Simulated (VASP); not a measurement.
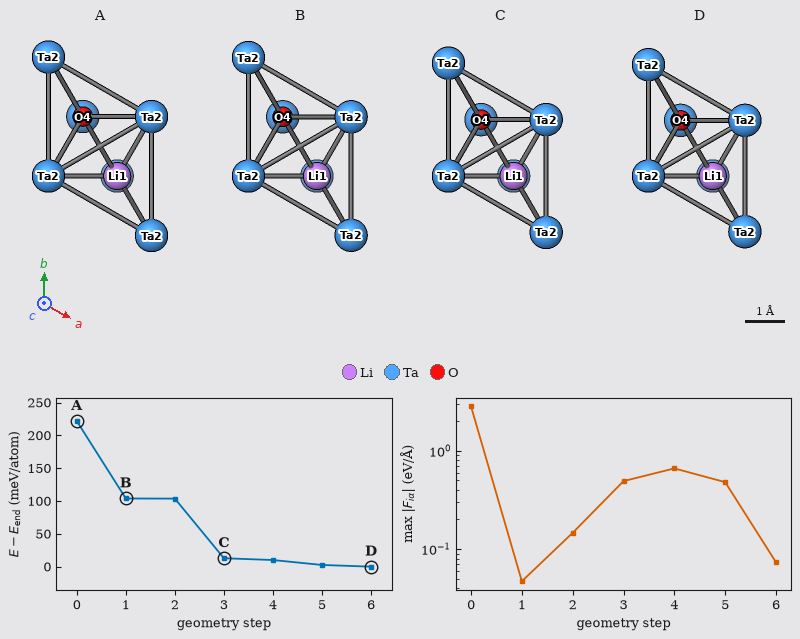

Frames of a relaxation of a crystal of LiTaO2 (a generated structure, set up in R-3m), marked on the history of the run. The picture is a ball-and-stick view of the conventional cell (3 times the calculation's cell), seen along the c axis. Lengths and directions refer to the drawn axes.

The run lets cell and atoms move.

All numbers below come from Kohn-Sham DFT of a periodic cell, PBE, VASP PAW PBE potentials, recommended (VASP 6.6.1).

Input
```
PREC     = Normal         # precision mode
ENCUT    = 520            # plane-wave cutoff, eV
EDIFF    = 1E-4           # SCF threshold, eV
ISMEAR   = 0              # smearing method
SIGMA    = 0.15           # smearing width, eV
LREAL    = F              # projectors in reciprocal space
LASPH    = T              # aspherical terms in the spheres
NELM     = 60             # most SCF steps
ALGO     = Fast           # electronic algorithm
ISIF     = 3              # what is computed and relaxed
LWAVE    = F              # write WAVECAR
LCHARG   = F              # write CHGCAR
GGA      = PE             # functional
IBRION   = 2              # ionic algorithm
NSW      = 24             # ionic steps
EDIFFG   = -0.08          # ionic threshold
KPAR     = 2
```

Launched with:
```bash
cat potpaw_PBE.64/Li_sv/POTCAR potpaw_PBE.64/Ta_pv/POTCAR potpaw_PBE.64/O/POTCAR > POTCAR
mpirun -np 2 vasp_std > vasp.out
```

### What happens along the run?

The largest moves relative to the cell, 0.21 Å, are those of O atoms. Li and Ta stay in place. Cell: a = b 3.080 → 2.882 Å (−6.4 %), c 15.500 → 16.269 Å (+5.0 %). Volume −8.1 %. Some distances before and after: Ta–Ta 3.080 → 2.882 Å, Li–O 2.292 → 2.116 Å, O–Ta 2.110 → 2.177 Å. Bond angles that change, for instance: Ta–O–Ta 93.7° → 82.9°, Li–O–Ta 90.7° → 95.6°, Li–O–Ta 173.5° → 178.0°. The space group stays R-3m (No. 166). The energy falls by 222 meV per atom in 6 geometry steps. Largest force component: 2.8 eV/Å at the start, 0.073 eV/Å at the end. The pressure goes from 4.41 to −0.74 GPa. It ran on 2 threads of Intel(R) Xeon(R) 6975P-C (Granite Rapids), with other jobs on the host. From step 0 to 1: O atoms move most (0.14 Å), volume +4.2 %, energy −118 meV per atom. From step 1 to 3: O atoms move most (0.08 Å), volume −8.2 %, energy −91.0 meV per atom. From step 3 to 6: volume −3.9 %, energy −12.9 meV per atom.

| step | E − E(0), meV/atom | largest force component, eV/Å | pressure, GPa | volume, Å³/atom |
| --- | --- | --- | --- | --- |
| 0 | 0.00 | 2.8381 | 4.41 | 10.612 |
| 1 | -117.96 | 0.0470 | -16.43 | 11.056 |
| 2 | -118.16 | 0.1463 | -15.75 | 11.040 |
| 3 | -208.97 | 0.4924 | -8.96 | 10.147 |
| 4 | -211.71 | 0.6634 | -7.35 | 10.007 |
| 5 | -219.22 | 0.4808 | 3.16 | 9.631 |
| 6 | -221.84 | 0.0733 | -0.74 | 9.754 |
